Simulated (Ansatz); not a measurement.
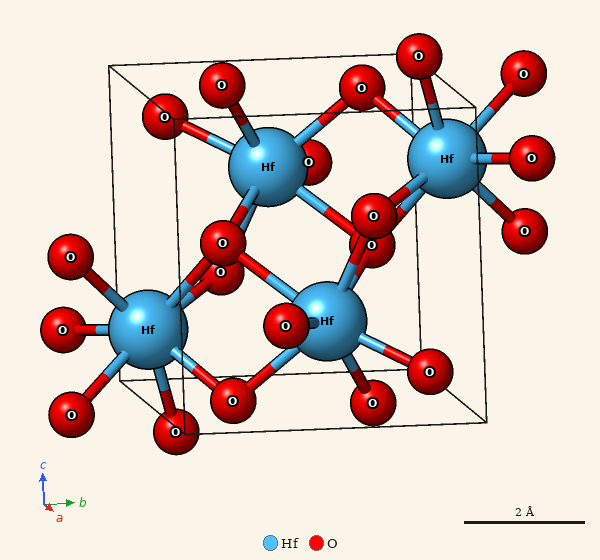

The starting point is solid HfO2 (set up in P2_1/c). The picture is a ball-and-stick view of the cell of the calculation, seen slightly off an axis.

All numbers below come from DFT r2SCAN, scalar-relativistic, plane waves, PAW (Ansatz 0.2.0). (plane-wave cutoff 500 eV; k-point mesh 6 × 6 × 6; occupations gaussian; smearing width 0.02 eV; no spin polarisation)

The variant: The volume is changed by +6.0 %. The cell's shape and the atoms are relaxed at that volume.

The input:
```yaml
crystal:
  lattice:
    - [5.2221853843, 0.0, -0.0158997629]
    - [0.0, 5.2552271347, 0.0]
    - [-0.8923494841, 0.0, 5.3491794691]
  atoms:
    - { symbol: Hf, position: [0.2747259836, 0.0427920674, 0.2085345787] }
    - { symbol: Hf, position: [0.7252740164, 0.5427920674, 0.2914654213] }
    - { symbol: Hf, position: [0.7252740164, 0.9572079326, 0.7914654213] }
    - { symbol: Hf, position: [0.2747259836, 0.4572079326, 0.7085345787] }
    - { symbol: O, position: [0.4511637191, 0.7565446419, 0.4736837047] }
    - { symbol: O, position: [0.5488362809, 0.2565446419, 0.0263162953] }
    - { symbol: O, position: [0.5488362809, 0.2434553581, 0.5263162953] }
    - { symbol: O, position: [0.4511637191, 0.7434553581, 0.9736837047] }
    - { symbol: O, position: [0.0653528449, 0.3242403781, 0.3530628626] }
    - { symbol: O, position: [0.9346471551, 0.8242403781, 0.1469371374] }
    - { symbol: O, position: [0.9346471551, 0.6757596219, 0.6469371374] }
    - { symbol: O, position: [0.0653528449, 0.1757596219, 0.8530628626] }
basis:
  ecutwfc: 500
kpoints:
  mp_grid: { grid: [6, 6, 6] }
hamiltonian:
  xc: r2scan
scf:
  occupations: { method: gaussian, width: 0.02 }
output:
  forces: true
  stress: true
  eigenvalues: true
relax:
  adjacent_minimum: "off"
  f_tol: 0.01
  max_steps: 30
  cell: { stress_tol: 0.1, fix: [volume] }
```

Launched with:
```bash
ansatz run input.yaml --threads 4 --pin off --max-ram 10240MiB --backend cpu --events-out ev --progress --plain --runs-dir out
```

> Predict the response.

It costs 25.1 meV per atom. Pressure: 0.0 GPa before, −11.0 GPa after. The gap on the k-mesh: 4.59 eV before, 4.63 eV after. Cell: a 5.114 → 5.225 Å (+2.2 %), b 5.182 → 5.244 Å (+1.2 %), c 5.295 → 5.435 Å (+2.6 %), β 99.5° → 99.9°. Volume +6.0 %. The largest moves relative to the cell, 0.11 Å, are those of O9, O10, O11 and O12. O12 goes along [−1 2 2]. By element the largest moves are O 0.11 Å, Hf 0.02 Å. Among the bonded contacts that change: Hf–O 2.243 → 2.306 to 2.354 Å, Hf–O 2.047 → 2.060 to 2.095 Å, Hf–O 2.139 → 2.156 to 2.169 Å, Hf–O 2.163 → 2.158 Å. The space group stays P2_1/c (No. 14).

Drawn alike, the variant:

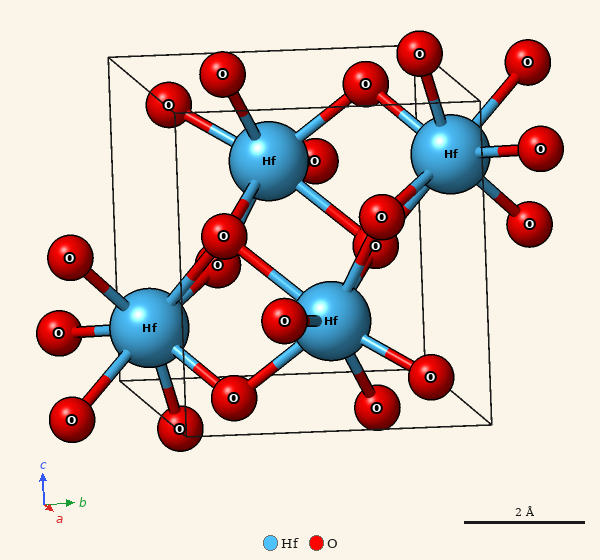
